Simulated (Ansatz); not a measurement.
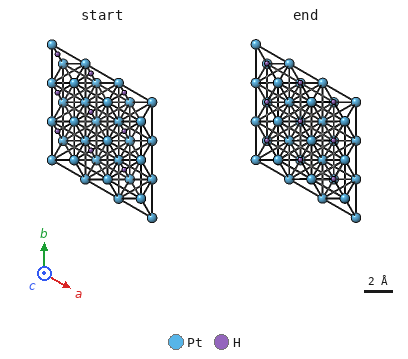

The structure of a slab of composition HPt₄ (cut from the Fm-3m phase) before (left) and after (right) a constrained relaxation, at one scale.

The picture is a ball-and-stick view of the 3 × 3 repeat of the cell, outlined in the plane, without the vacuum, seen along the c axis.

Case: H put at a bridge Pt-Pt site. The slab is the (1 1 1) face of Pt with H on it. 2 atoms are held fixed.

Computed with DFT PBEsol, scalar-relativistic, plane waves, PAW (Ansatz 0.2.0). (plane-wave cutoff 420 eV; k-point mesh 12 × 12 × 1; occupations gaussian; smearing width 0.1 eV; no spin polarisation; dipole correction; atoms relaxed in a fixed cell; force threshold 0.03 eV/Å; at most 70 steps)

### Summarise the run.

The energy falls by 0.174 eV per cell of the calculation in 7 accepted moves (8 points after the start). The largest force component goes from 1.1 to 0.01 eV/Å. 1 step only repeated the SCF at the same geometry. The atom that moves furthest is the H atom (0.77 Å within the plane). Largest moves by element: H 0.77 Å, Pt 0.10 Å. The cell doesn't change. Some distances before and after: H–Pt 2.577 → 1.854 Å, H–Pt 1.674 → 1.846 Å, Pt–Pt 2.775 → 2.836 Å, Pt–Pt 2.750 → 2.781 Å. Among the angles between lasting bonds that change: Pt–H–Pt 111.7° → 97.2°. The run took 2.2 min on 2 threads of Intel(R) Xeon(R) Platinum 8375C CPU @ 2.90GHz (Ice Lake), on a shared host, peak memory 0.62 GiB.

Limits of the set-up: the periodic images lie only 2.8 Å apart, so the values are limited by the cell's size.
